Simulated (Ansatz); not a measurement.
# Ru: geometry relaxation (part 1 of 2)

Ru (slab, 16 atoms in the cell), computed with DFT PBE+D3(BJ), scalar-relativistic, plane waves, PAW, no spin polarisation (Ansatz 0.2.0).

The structure derives from an entry of the Crystallography Open Database. The input holds or restrains some coordinates. Forces given for the steps count only the free coordinates. It belongs to a series of runs on one base structure; here: clean slab, lower planes held.

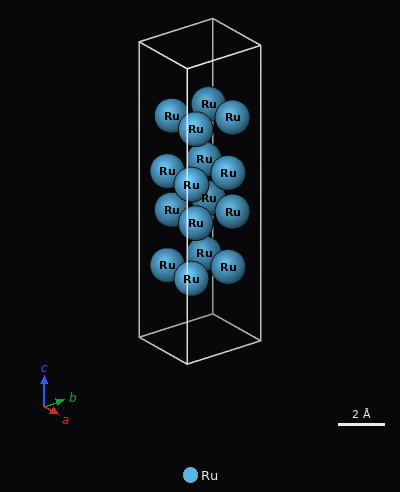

Fig. 1: The starting structure (spheres-only view of the cell of the calculation, with the vacuum cut short, seen slightly off an axis). An atom can appear more than once, as a periodic image.

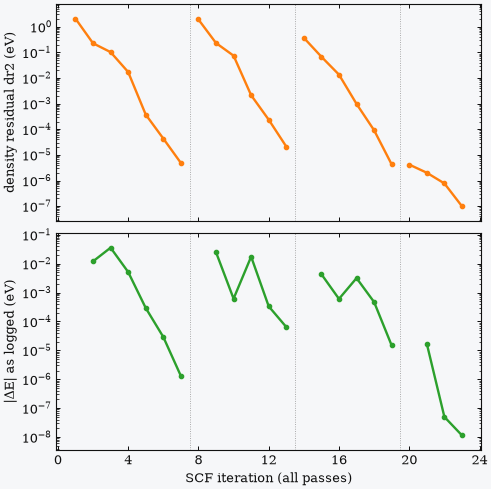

Fig. 2: Convergence of the self-consistent field: density residual dr2 and size of the energy change against the SCF iteration. The dotted lines part the SCF passes of the relaxation: geometry steps, rejected trials and re-solves on a re-selected basis. The passes take 7, 6, 6 and 4 iterations.

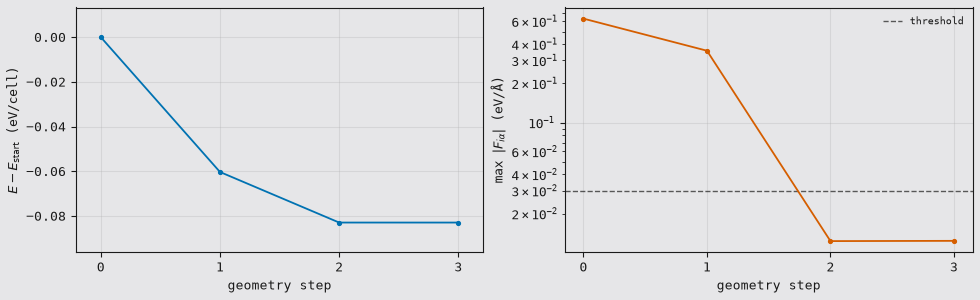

Fig. 3: Progress of the restrained relaxation, step by step (the first geometry is step 0 here and step 1 in the log).

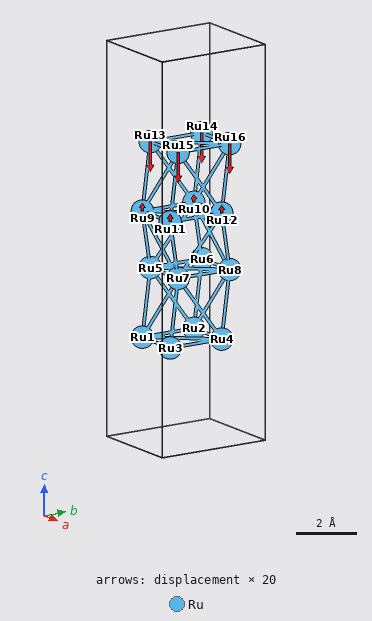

Fig. 4: The starting structure with the displacements as red arrows, magnified 20 times (ball-and-stick view of the cell of the calculation, with the vacuum cut short, seen slightly off an axis). The largest moves, 0.052 Å, are those of Ru13, Ru14, Ru15 and Ru16. The cell doesn't change. Among the contacts that change: Ru10–Ru13 2.641 → 2.588 Å, Ru5–Ru10 2.641 → 2.653 Å. Over 3 geometry steps the energy falls by 82.9 meV per cell of the calculation. Largest force component: 0.63 eV/Å at the start, 0.012 eV/Å at the end. (Atoms are counted from 1 in the order of the input.)

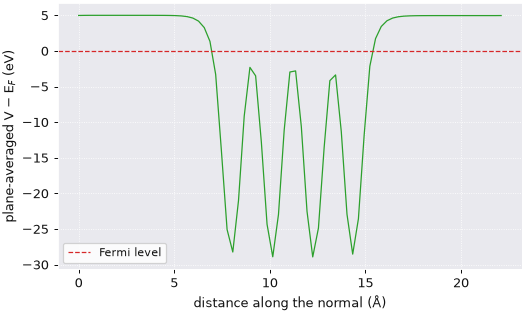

Fig. 5: Plane average of the electrostatic potential energy of an electron across the cell, from the Fermi level. The vacuum level lies 4.97 eV above the Fermi level on the upper side and 5.00 eV on the lower.

The input and output of the run follow.

**Input**
```yaml
crystal:
  lattice:
    - [5.3951895485, 0.0, 0.0]
    - [-2.6975947742, 4.6723712072, 0.0]
    - [0.0, 0.0, 22.3987269945]
  atoms:
    - { symbol: Ru, position: [0.3333333333, 0.1666666667, 0.3571631549] }
    - { symbol: Ru, position: [0.3333333333, 0.6666666667, 0.3571631549] }
    - { symbol: Ru, position: [0.8333333333, 0.1666666667, 0.3571631549] }
    - { symbol: Ru, position: [0.8333333333, 0.6666666667, 0.3571631549] }
    - { symbol: Ru, position: [0.1666666667, 0.3333333333, 0.4523877183] }
    - { symbol: Ru, position: [0.1666666667, 0.8333333333, 0.4523877183] }
    - { symbol: Ru, position: [0.6666666667, 0.3333333333, 0.4523877183] }
    - { symbol: Ru, position: [0.6666666667, 0.8333333333, 0.4523877183] }
    - { symbol: Ru, position: [0.3333333333, 0.1666666667, 0.5476122817] }
    - { symbol: Ru, position: [0.3333333333, 0.6666666667, 0.5476122817] }
    - { symbol: Ru, position: [0.8333333333, 0.1666666667, 0.5476122817] }
    - { symbol: Ru, position: [0.8333333333, 0.6666666667, 0.5476122817] }
    - { symbol: Ru, position: [0.1666666667, 0.3333333333, 0.6428368451] }
    - { symbol: Ru, position: [0.1666666667, 0.8333333333, 0.6428368451] }
    - { symbol: Ru, position: [0.6666666667, 0.3333333333, 0.6428368451] }
    - { symbol: Ru, position: [0.6666666667, 0.8333333333, 0.6428368451] }
basis:
  ecutwfc: 420
kpoints:
  mp_grid: { grid: [4, 4, 1] }
hamiltonian:
  xc: pbe
  dispersion: d3bj
scf:
  occupations: { method: gaussian, width: 0.1 }
output:
  forces: true
  eigenvalues: true
relax:
  adjacent_minimum: "off"
  f_tol: 0.03
  max_steps: 70
  constraints: [{ sites: [0, 1, 2, 3, 4, 5, 6, 7] }]
efield:
  axis: 3
  dipole_correction: true
  ramp_width: 0.04
```

Launched with:
```bash
ansatz run input.yaml --threads 8 --pin off --max-ram 20480MiB --backend cpu --events-out ev --progress --plain --runs-dir out
```

**The program's output**
```
Engine: ansatz 0.2.0, aarch64-unknown-linux-gnu
Pseudopotentials: kind: paw
Pseudopotential: Ru, paw, valence charge 16, recommended cutoff 420 eV (normal), Ru.paw.azcp
Functional definition: PBE
  parameter kappa = 0.804
  parameter beta = 0.06672455060314922
  exchange = pbe_x(kappa = kappa, mu = beta*pi^2/3)
  correlation = pbe_c(beta = beta)
Crystal: 16 atoms, lattice volume = 564.634 Å³
Basis set: ecut = 420 eV, 10977 PW (Γ), exchange–correlation on 80×80×300 points (8 copies of the dense FFT grid, shifted against one another)
Bands: 154, of which v1, the nominal top of the filled ones, is band 128 counted from 1 (127 counted from 0)
Symmetry: 24 space group operations
k-points: 4 of 16 (time reversal used)
Non-local potential: Ru, projectors of the file, l = 0: 3, l = 1: 2, l = 2: 2, l = 3: 1
PAW form: soft (Blöchl's): semilocal exchange-correlation on the pseudo side does not see the compensation charge
PAW one-centre angular grid: Ru, 590 points (default); XC on 64 Gauss nodes
Initial density: superposition of atomic densities (neutral atoms: chi_scale 0, normalization atom), corrected by the library's trained network
Initial wavefunctions: pseudopotential atomic-orbital guess
Functional: x = pbe(κ = 0.804, μ = 0.2195149727645171), c = pbe(β = 0.06672455060314922)
SCF iter   1: F=—  HF=-94057.989927 eV  |F-HF|=—  |Δ(HF+E_count)|=         —  Δρ=1.04e-2  dr2=2.07e0  ethr=1.77e-3  p=0.000 e·Å  D=2.16e-13 V/Å  ΔV_dip=-0.00 eV  dr2_dipole=6.63e-6  V_vac-E_F(+/−)=4.72/4.72 eV  ⟨swp⟩=7.2  Hψ=2477  notcnv=0
efield: sawtooth ramp at fractional position 0.9800 (placed from the atoms, in the widest stretch of the axis that holds none; the zero of the levels goes with the place), width 0.0400; the density the first Hamiltonian is built on has a dipole p = 0.000 e·Å; the dipole correction subtracts the counter field D = 2.16e-13 V/Å, which shifts the + side's vacuum level by -0.00 eV against the − side's; the planar-averaged density in the ramp window peaks in size at 1.1e-5 e/Å³
preconditioner: auto → LDOS  [metal: Δε(μ)=0.025 eV  Ē_g=4.331 eV  σ=0.100 eV  W_gap=0.14  n_scr=124 (ndim 8)  ℏωp=17.7 eV  f_vac=0.553  D(μ)=29.26/eV (n_scr^D=290)  β→1.0]
SCF iter   2: F=—  HF=-94057.977951 eV  |F-HF|=—  |Δ(HF+E_count)|=   1.20e-2  Δρ=6.71e-3  dr2=2.26e-1  ethr=8.09e-4  p=-0.000 e·Å  D=-2.85e-6 V/Å  ΔV_dip=0.00 eV  dr2_dipole=4.09e-6  V_vac-E_F(+/−)=4.87/4.87 eV  ⟨swp⟩=2.0  Hψ=729  notcnv=0  defer=17
SCF iter   3: F=—  HF=-94057.942392 eV  |F-HF|=—  |Δ(HF+E_count)|=   3.56e-2  Δρ=2.81e-3  dr2=1.02e-1  ethr=8.84e-5  p=-0.000 e·Å  D=-2.31e-6 V/Å  ΔV_dip=0.00 eV  dr2_dipole=1.07e-6  V_vac-E_F(+/−)=4.95/4.95 eV  ⟨swp⟩=2.8  Hψ=784  notcnv=0  defer=17
SCF iter   4: F=—  HF=-94057.937250 eV  |F-HF|=—  |Δ(HF+E_count)|=   5.14e-3  Δρ=9.29e-4  dr2=1.71e-2  ethr=4.00e-5  p=-0.000 e·Å  D=-2.50e-6 V/Å  ΔV_dip=0.00 eV  dr2_dipole=2.40e-7  V_vac-E_F(+/−)=4.98/4.98 eV  ⟨swp⟩=1.8  Hψ=583  notcnv=0  defer=17
SCF iter   5: F=—  HF=-94057.936958 eV  |F-HF|=—  |Δ(HF+E_count)|=   2.92e-4  Δρ=1.25e-4  dr2=3.73e-4  ethr=6.68e-6  p=-0.000 e·Å  D=-1.72e-6 V/Å  ΔV_dip=0.00 eV  dr2_dipole=3.24e-8  V_vac-E_F(+/−)=5.02/5.02 eV  ⟨swp⟩=2.0  Hψ=860  notcnv=0  defer=9
SCF iter   6: F=—  HF=-94057.936987 eV  |F-HF|=—  |Δ(HF+E_count)|=   2.90e-5  Δρ=5.39e-5  dr2=4.34e-5  ethr=1.46e-7  p=-0.000 e·Å  D=-6.92e-7 V/Å  ΔV_dip=0.00 eV  dr2_dipole=1.81e-9  V_vac-E_F(+/−)=5.03/5.03 eV  ⟨swp⟩=2.0  Hψ=760  notcnv=0  defer=9
SCF iter   7: F=-94057.936984 eV  HF=-94057.936986 eV  |F-HF|=1.94e-6  |Δ(HF+E_count)|=   1.30e-6  Δρ=2.12e-5  dr2=4.85e-6  ethr=8.79e-9  p=-0.000 e·Å  D=-3.91e-7 V/Å  ΔV_dip=0.00 eV  dr2_dipole=7.74e-11  V_vac-E_F(+/−)=5.04/5.04 eV  ⟨swp⟩=11.8  Hψ=2849  notcnv=0
SCF 1 converged in 7 iterations: F = -94057.936984 eV  dr2 = 4.85e-6
  greatest PAW one-centre occupation: 0.998 electrons in one spin orbital (limit 2), on the Ru atom at site 15 (counted from 0), in its partial waves of l = 0
relax step   1: F+E_penalty+E_count = -94057.93698376 eV  Δ(F+E_penalty+E_count) = +0.000e0 eV  max|allowed force component| = 6.291e-1 eV/Å  Δτ_max = 0.0000 Å  (7 SCF iters, dr2 threshold 2.25e-5 eV, accepted)
Initial density: handed on by an earlier stage of this run
Initial wavefunctions: those handed on with the density
iter 1 solved again at ethr=8.32e-4 eV; its pass at ethr=3.10e-3 eV (dr2=2.13e0 eV) is discarded
SCF iter   1: F=—  HF=-94058.038612 eV  |F-HF|=—  |Δ(HF+E_count)|=         —  Δρ=6.61e-3  dr2=1.91e0  ethr=8.32e-4  p=-0.000 e·Å  D=-6.60e-7 V/Å  ΔV_dip=0.00 eV  dr2_dipole=7.79e-1  V_vac-E_F(+/−)=5.01/5.01 eV  ⟨swp⟩=1.0  Hψ=1705  notcnv=0  defer=50
efield: sawtooth ramp at fractional position 0.9800 (handed on by an earlier solve), width 0.0400; the density the first Hamiltonian is built on has a dipole p = -0.000 e·Å; the dipole correction subtracts the counter field D = -6.60e-7 V/Å, which shifts the + side's vacuum level by +0.00 eV against the − side's; the planar-averaged density in the ramp window peaks in size at 1.8e-6 e/Å³
preconditioner: auto → LDOS  [metal: Δε(μ)=0.093 eV  Ē_g=4.421 eV  σ=0.100 eV  W_gap=0.44  n_scr=124 (ndim 8)  ℏωp=17.7 eV  f_vac=0.557  D(μ)=28.89/eV (n_scr^D=278)  β→1.0]
SCF iter   2: F=—  HF=-94058.013668 eV  |F-HF|=—  |Δ(HF+E_count)|=   2.49e-2  Δρ=2.16e-3  dr2=2.31e-1  ethr=7.44e-4  p=0.003 e·Å  D=1.00e-3 V/Å  ΔV_dip=-0.02 eV  dr2_dipole=8.54e-2  V_vac-E_F(+/−)=4.97/4.99 eV  ⟨swp⟩=1.8  Hψ=570  notcnv=0  defer=50
SCF iter   3: F=—  HF=-94058.014281 eV  |F-HF|=—  |Δ(HF+E_count)|=   6.13e-4  Δρ=2.56e-3  dr2=7.40e-2  ethr=9.03e-5  p=0.006 e·Å  D=1.78e-3 V/Å  ΔV_dip=-0.04 eV  dr2_dipole=1.74e-3  V_vac-E_F(+/−)=4.96/5.00 eV  ⟨swp⟩=3.2  Hψ=1159  notcnv=0  defer=50
SCF iter   4: F=—  HF=-94057.996916 eV  |F-HF|=—  |Δ(HF+E_count)|=   1.74e-2  Δρ=4.51e-4  dr2=2.12e-3  ethr=2.89e-5  p=0.006 e·Å  D=2.06e-3 V/Å  ΔV_dip=-0.05 eV  dr2_dipole=2.29e-4  V_vac-E_F(+/−)=4.95/4.99 eV  ⟨swp⟩=2.8  Hψ=987  notcnv=0  defer=50
SCF iter   5: F=—  HF=-94057.997249 eV  |F-HF|=—  |Δ(HF+E_count)|=   3.33e-4  Δρ=1.28e-4  dr2=2.36e-4  ethr=8.30e-7  p=0.007 e·Å  D=2.22e-3 V/Å  ΔV_dip=-0.05 eV  dr2_dipole=7.23e-5  V_vac-E_F(+/−)=4.95/5.00 eV  ⟨swp⟩=2.8  Hψ=1119  notcnv=0  defer=50
SCF iter   6: F=-94057.997303 eV  HF=-94057.997313 eV  |F-HF|=9.84e-6  |Δ(HF+E_count)|=   6.41e-5  Δρ=3.59e-5  dr2=2.11e-5  ethr=9.66e-9  p=0.008 e·Å  D=2.45e-3 V/Å  ΔV_dip=-0.05 eV  dr2_dipole=1.47e-6  V_vac-E_F(+/−)=4.94/4.99 eV  ⟨swp⟩=12.5  Hψ=3273  notcnv=0
SCF 2 converged in 6 iterations: F = -94057.997303 eV  dr2 = 2.11e-5
relax step   2: F+E_penalty+E_count = -94057.99730285 eV  Δ(F+E_penalty+E_count) = -6.032e-2 eV  max|allowed force component| = 3.565e-1 eV/Å  Δτ_max = 0.0893 Å  (6 SCF iters, dr2 threshold 2.47e-5 eV, accepted)
SCF iter   1: F=—  HF=-94058.026295 eV  |F-HF|=—  |Δ(HF+E_count)|=         —  Δρ=2.96e-3  dr2=3.68e-1  ethr=1.34e-3  p=0.008 e·Å  D=2.45e-3 V/Å  ΔV_dip=-0.05 eV  dr2_dipole=1.37e-1  V_vac-E_F(+/−)=4.95/5.00 eV  ⟨swp⟩=2.2  Hψ=809  notcnv=0  defer=41
efield: sawtooth ramp at fractional position 0.9800 (handed on by an earlier solve), width 0.0400; the density the first Hamiltonian is built on has a dipole p = 0.008 e·Å; the dipole correction subtracts the counter field D = 2.45e-3 V/Å, which shifts the + side's vacuum level by -0.05 eV against the − side's; the planar-averaged density in the ramp window peaks in size at 1.7e-6 e/Å³
preconditioner: auto → LDOS  [metal: Δε(μ)=0.041 eV  Ē_g=4.380 eV  σ=0.100 eV  W_gap=0.23  n_scr=124 (ndim 8)  ℏωp=17.7 eV  f_vac=0.553  D(μ)=31.05/eV (n_scr^D=304)  β→1.0]
SCF iter   2: F=—  HF=-94058.022000 eV  |F-HF|=—  |Δ(HF+E_count)|=   4.30e-3  Δρ=8.83e-4  dr2=6.72e-2  ethr=1.44e-4  p=0.009 e·Å  D=2.74e-3 V/Å  ΔV_dip=-0.06 eV  dr2_dipole=2.79e-2  V_vac-E_F(+/−)=4.95/5.01 eV  ⟨swp⟩=1.0  Hψ=712  notcnv=0  defer=47
SCF iter   3: F=—  HF=-94058.022603 eV  |F-HF|=—  |Δ(HF+E_count)|=   6.03e-4  Δρ=1.19e-3  dr2=1.35e-2  ethr=2.63e-5  p=0.007 e·Å  D=2.16e-3 V/Å  ΔV_dip=-0.05 eV  dr2_dipole=1.00e-4  V_vac-E_F(+/−)=4.96/5.01 eV  ⟨swp⟩=2.0  Hψ=802  notcnv=0  defer=47
SCF iter   4: F=—  HF=-94058.019445 eV  |F-HF|=—  |Δ(HF+E_count)|=   3.16e-3  Δρ=2.47e-4  dr2=9.72e-4  ethr=5.29e-6  p=0.007 e·Å  D=2.14e-3 V/Å  ΔV_dip=-0.05 eV  dr2_dipole=1.72e-4  V_vac-E_F(+/−)=4.96/5.01 eV  ⟨swp⟩=2.8  Hψ=1035  notcnv=0  defer=47
SCF iter   5: F=—  HF=-94058.019912 eV  |F-HF|=—  |Δ(HF+E_count)|=   4.67e-4  Δρ=6.35e-5  dr2=9.10e-5  ethr=3.80e-7  p=0.006 e·Å  D=2.06e-3 V/Å  ΔV_dip=-0.05 eV  dr2_dipole=3.92e-5  V_vac-E_F(+/−)=4.96/5.01 eV  ⟨swp⟩=2.8  Hψ=960  notcnv=0  defer=47
SCF iter   6: F=-94058.019925 eV  HF=-94058.019927 eV  |F-HF|=1.74e-6  |Δ(HF+E_count)|=   1.47e-5  Δρ=1.82e-5  dr2=4.24e-6  ethr=3.10e-9  p=0.006 e·Å  D=1.96e-3 V/Å  ΔV_dip=-0.04 eV  dr2_dipole=1.02e-6  V_vac-E_F(+/−)=4.96/5.01 eV  ⟨swp⟩=11.8  Hψ=3255  notcnv=0
SCF 3 converged in 6 iterations: F = -94058.019925 eV  dr2 = 4.24e-6
relax step   3: F+E_penalty+E_count = -94058.01992508 eV  Δ(F+E_penalty+E_count) = -2.262e-2 eV  max|allowed force component| = 1.229e-2 eV/Å  Δτ_max = 0.0373 Å  (6 SCF iters, dr2 threshold 7.94e-6 eV, accepted)
iter 1 solved again at ethr=1.63e-9 eV; its pass at ethr=3.10e-3 eV (dr2=4.18e-6 eV) is discarded
SCF iter   1: F=—  HF=-94058.019946 eV  |F-HF|=—  |Δ(HF+E_count)|=         —  Δρ=1.83e-5  dr2=4.18e-6  ethr=1.63e-9  p=0.006 e·Å  D=1.96e-3 V/Å  ΔV_dip=-0.04 eV  dr2_dipole=8.78e-7  V_vac-E_F(+/−)=4.96/5.01 eV  ⟨swp⟩=1.0  Hψ=1456  notcnv=0
efield: sawtooth ramp at fractional position 0.9800 (handed on by an earlier solve), width 0.0400; the density the first Hamiltonian is built on has a dipole p = 0.006 e·Å; the dipole correction subtracts the counter field D = 1.96e-3 V/Å, which shifts the + side's vacuum level by -0.04 eV against the − side's; the planar-averaged density in the ramp window peaks in size at 1.5e-6 e/Å³
preconditioner: auto → LDOS  [metal: Δε(μ)=0.041 eV  Ē_g=4.380 eV  σ=0.100 eV  W_gap=0.23  n_scr=124 (ndim 8)  ℏωp=17.7 eV  f_vac=0.553  D(μ)=31.06/eV (n_scr^D=304)  β→1.0]
SCF iter   2: F=—  HF=-94058.019929 eV  |F-HF|=—  |Δ(HF+E_count)|=   1.68e-5  Δρ=1.08e-5  dr2=2.01e-6  ethr=1.63e-9  p=0.006 e·Å  D=1.89e-3 V/Å  ΔV_dip=-0.04 eV  dr2_dipole=4.78e-7  V_vac-E_F(+/−)=4.96/5.01 eV  ⟨swp⟩=2.0  Hψ=816  notcnv=0
SCF iter   3: F=—  HF=-94058.019929 eV  |F-HF|=—  |Δ(HF+E_count)|=   4.96e-8  Δρ=6.41e-6  dr2=7.71e-7  ethr=7.84e-10  p=0.006 e·Å  D=1.87e-3 V/Å  ΔV_dip=-0.04 eV  dr2_dipole=2.91e-7  V_vac-E_F(+/−)=4.96/5.01 eV  ⟨swp⟩=2.5  Hψ=893  notcnv=0
SCF iter   4: F=-94058.019929 eV  HF=-94058.019929 eV  |F-HF|=7.07e-8  |Δ(HF+E_count)|=   1.14e-8  Δρ=2.60e-6  dr2=9.92e-8  ethr=3.91e-11  p=0.006 e·Å  D=1.84e-3 V/Å  ΔV_dip=-0.04 eV  dr2_dipole=6.02e-8  V_vac-E_F(+/−)=4.96/5.01 eV  ⟨swp⟩=5.8  Hψ=2830  notcnv=0
SCF 4 converged in 4 iterations: F = -94058.019929 eV  dr2 = 9.92e-8
relax step   4: F+E_penalty+E_count = -94058.01992887 eV  Δ(F+E_penalty+E_count) = -3.789e-6 eV  max|allowed force component| = 1.235e-2 eV/Å  Δτ_max = 0.0000 Å  (4 SCF iters, accepted)
SCF converged after 4 iterations
Free energy (F): -94058.019929 eV
Harris-Foulkes:  -94058.019929 eV  (|F-HF|=7.07e-8)
Internal energy: -94057.864619 eV  (E = F + TS)
E sigma→0 (E₀):  -94057.942274 eV
Entropy (-TS):   -0.155310 eV (-9.707 meV/atom)
Fermi energy:    6.061258 eV
Dipole field:    D = 0.001647 V/Å  (p = 0.005139 e·Å, saw-weighted, corrected)
Work function:   Φ+ = 4.9666 eV   Φ− = 5.0035 eV
Levels:          The Fermi level and band energies are counted from a zero that moves with the ramp; work functions are not
--- Per-component energies (eV) ---
  E_band       = -5284.764919
  E_kinetic    = 8220.300564
  E_local      = -367625.314375  (includes V_loc(G=0)·N_el)
  E_nonlocal   = 5498.020031
  E_hartree    = 177993.999769
  E_xc         = -3038.665856
  E_vxc        = -3813.467436  (∫ρ·V_xc dr)
  E_paw        = -55375.168439  (= ΣΔE_a)
  E_vpaw       = -3552.364379  (= ΣTr[D̂ρ^β])
  E_aug_tail   = -0.003093  (compensation charges beyond the density's cutoff)
  E_efield     = 0.000004  (sawtooth field / dipole correction)
  E_vefield    = 0.003993  (∫n·V_field dr)
  E_ewald      = 140276.347132
  E_disp       = -7.380356  (pairwise vdW)
  E_smearing   = -0.155310  (= −TS)
  E_closure    = -0.000000  (closes the sum)
  Σ components = -94058.019929   (vs F -94058.019929, Δ=0.00e0)
```
